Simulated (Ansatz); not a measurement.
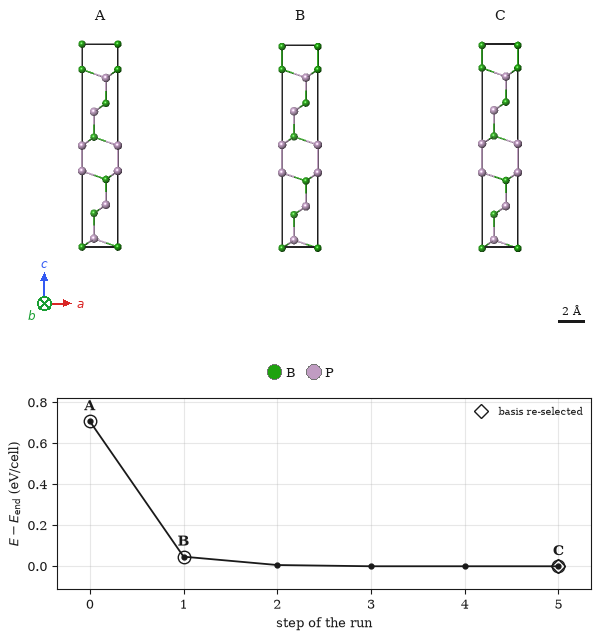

Frames of a relaxation of an interface cell of composition BP, marked on the history of the run. A ball-and-stick model of the cell of the calculation, seen along the b axis.

Case: antiphase boundary on (1 1 1), species swapped.

The calculation used Ansatz 0.2.0, DFT PBE, scalar-relativistic, plane waves, PAW.

Input
```yaml
crystal:
  lattice:
    - [3.2161364976, 0.0, 0.0]
    - [-1.6080682488, 2.785255909, 0.0]
    - [0.0, 0.0, 15.7557867245]
  atoms:
    - { symbol: B, position: [0.0, 0.0, 0.0] }
    - { symbol: P, position: [0.6666666667, 0.3333333333, 0.2083333333] }
    - { symbol: P, position: [0.3333333333, 0.6666666667, 0.0416666667] }
    - { symbol: B, position: [0.3333333333, 0.6666666667, 0.1666666667] }
    - { symbol: B, position: [0.6666666667, 0.3333333333, 0.3333333333] }
    - { symbol: P, position: [0.0, 0.0, 0.375] }
    - { symbol: P, position: [1.0, 1.0, 0.5] }
    - { symbol: B, position: [0.6666666667, 0.3333333333, 0.7083333333] }
    - { symbol: B, position: [0.3333333333, 0.6666666667, 0.5416666667] }
    - { symbol: P, position: [0.3333333333, 0.6666666667, 0.6666666667] }
    - { symbol: P, position: [0.6666666667, 0.3333333333, 0.8333333333] }
    - { symbol: B, position: [0.0, 0.0, 0.875] }
basis:
  ecutwfc: 420
kpoints:
  mp_grid: { grid: [12, 12, 2] }
hamiltonian:
  xc: pbe
scf:
  occupations: { method: gaussian, width: 0.05 }
output:
  forces: true
  stress: true
  eigenvalues: true
  populations: true
  write_density: true
  write_potential: true
  elf: true
  volumetric_format: npy
relax:
  adjacent_minimum: "off"
  f_tol: 0.02
  max_steps: 45
  cell: { fix: [a, b, alpha, beta, gamma], stress_tol: 0.1 }
```

Run as
```bash
ansatz run input.yaml --threads 2 --pin off --max-ram 5120MiB --backend cpu --events-out ev --progress --plain --runs-dir out
```

> Describe the path.

Over 4 accepted moves (5 points after the start) the energy falls by 0.708 eV per cell of the calculation. Largest force component: 4.8 eV/Å at the start, 0.0048 eV/Å at the end. The pressure goes from 1.90 to 0.23 GPa. At 1 point the geometry stayed and the basis and grid were re-selected for the new cell (energy shift of 0.1 meV per cell of the calculation at most each time). The largest moves relative to the cell, 0.13 Å, are those of P6 and P7. P7 goes along +c. By element the largest moves are P 0.13 Å, B 0.11 Å. Cell: a = b unchanged at 3.216 Å, c 15.756 → 15.766 Å (+0.1 %). Volume +0.1 %. Near-neighbour distances that change, for instance: P6–P7 1.969 → 2.232 Å, B1–B12 1.969 → 1.754 Å, B9–P10 1.969 → 1.990 Å, B5–P6 1.969 → 1.956 Å. From step 0 to 1: P atoms move most (0.11 Å), volume −0.6 %, energy −0.661 eV per cell of the calculation. From step 1 to 5: P atoms move most (0.03 Å), volume +0.7 %, energy −46.9 meV per cell of the calculation.

| step | E − E(0), meV/atom | largest force component, eV/Å | pressure, GPa | volume, Å³/atom | note |
| --- | --- | --- | --- | --- | --- |
| 0 | 0.00 | 4.7565 | 1.90 | 11.761 |  |
| 1 | -55.08 | 0.8804 | 1.41 | 11.686 |  |
| 2 | -58.48 | 0.3126 | 0.66 | 11.737 |  |
| 3 | -58.98 | 0.0118 | 0.31 | 11.762 |  |
| 4 | -58.98 | 0.0048 | 0.22 | 11.769 |  |
| 5 | -58.99 | 0.0048 | 0.23 | 11.769 | same geometry, new basis |
